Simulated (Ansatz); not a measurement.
**EuS₃: density, localisation and related maps**

Input file:

```
crystal:
  lattice:
    - [4.2762103392, 0.0, 0.0]
    - [0.0, 4.2762103392, 0.0]
    - [0.0, 0.0, 4.2762103392]
  atoms:
    - { symbol: Eu, position: [0.0, 0.0, 0.0], spin: 7.13 }
    - { symbol: S, position: [0.0, 0.5, 0.5] }
    - { symbol: S, position: [0.5, 0.0, 0.5] }
    - { symbol: S, position: [0.5, 0.5, 0.0] }
basis:
  ecutwfc: 420
kpoints:
  mp_grid: { grid: [12, 12, 12] }
hamiltonian:
  xc: pbe
scf:
  occupations: { method: gaussian, width: 0.1 }
output:
  forces: true
  stress: true
  eigenvalues: true
  populations: true
  write_density: true
  write_potential: true
  elf: true
  volumetric_format: npy
magnetization:
  spin_polarized: true
relax:
  adjacent_minimum: "off"
  f_tol: 0.01
  max_steps: 80
  cell: { stress_tol: 0.05 }
```

Command:

```sh
ansatz run input.yaml --threads 1 --pin off --max-ram 2560MiB --backend cpu --events-out ev --progress --plain --runs-dir out
```

Below, planes, directions and counts refer to the conventional cell (a = 4.27 Å, b = 4.27 Å, c = 4.27 Å, α = 90.00°, β = 90.00°, γ = 90.00°).

The fields are those of the relaxed geometry.

Space group Pm-3m; a structure generated by program, which may or may not match a known phase; no Hubbard U on the f states and no spin–orbit coupling; spin-polarised.

Computed with DFT PBE, scalar-relativistic, plane waves, PAW (Ansatz 0.2.0).

In a PAW calculation such maps are meaningful between the atoms, not at the nuclei.

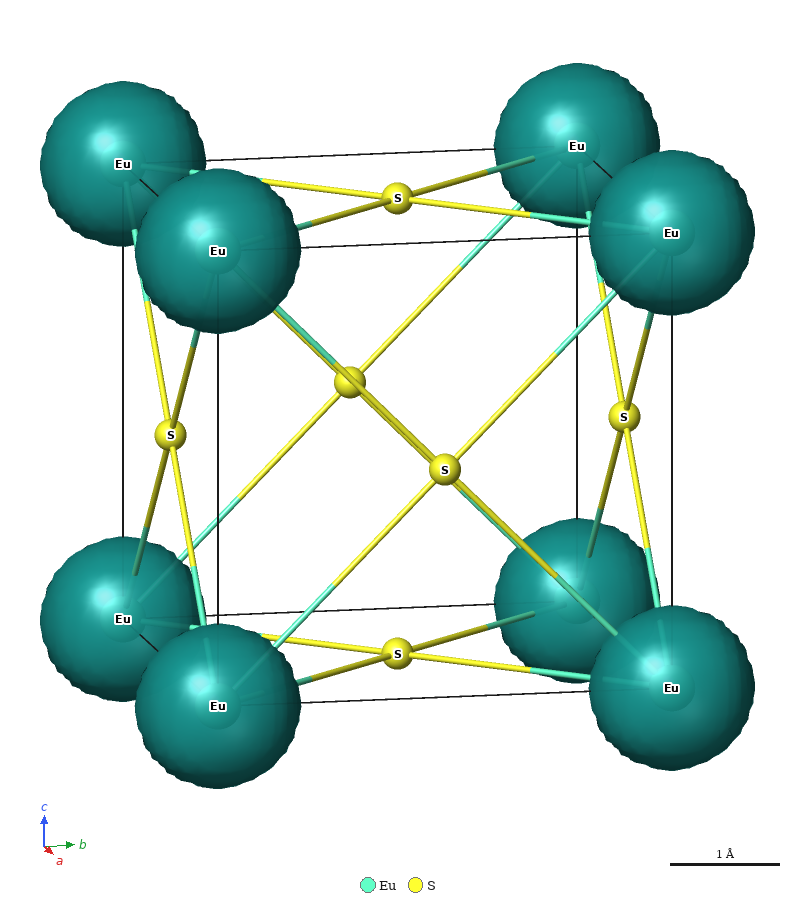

Figure 1. Isosurface of the magnetisation density (up minus down) at +0.6 e/Å³ (teal), seen slightly off an axis. Sticks mark near contacts.

Question: Where is the spin, and how is it ordered?

Answer: The spin density sits on Eu: +6.5 μB in one cell of 4 atoms, with smaller moments on S (up to −0.11 μB): parallel main moments, as they must be, since the calculation's own cell holds one magnetic site. The cell of the calculation (4 atoms) carries 6.2 μB of net spin moment.

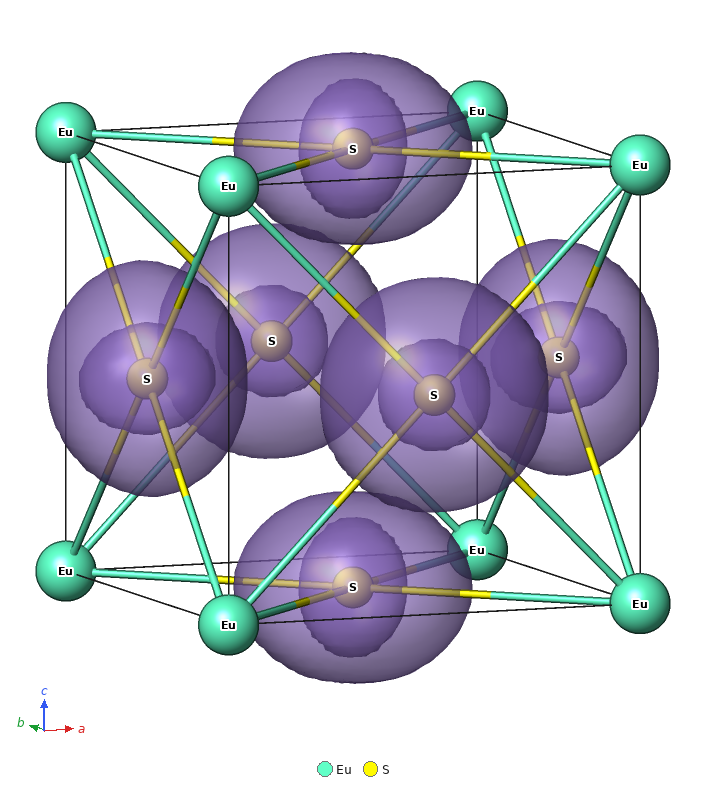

Figure 2. Isosurface of the ELF at 0.75 (purple), seen slightly off an axis. Only the valence region is drawn (cores and ρ < 0.01 e/Å³ removed). Sticks mark near contacts.

Question: Where are the electrons localised?

Answer: The surface consists of three regions wrapped around S (the valence shell of each), counted in one cell of 4 atoms. Regions shared between cells count once. Along the contacts the grid gives the following. Eu–S (3.02 Å): the ELF peaks at about 0.90 in the valence shell of S, 0.8 Å from its nucleus, and drops to about 0.10 between the two atoms: no localised pair shows between them.

Question: Metal or insulator at this level of theory?

Answer: It is gapless in this calculation (a metal or semimetal); semilocal functionals without U, or without the true magnetic order, often close the gap of such compounds.
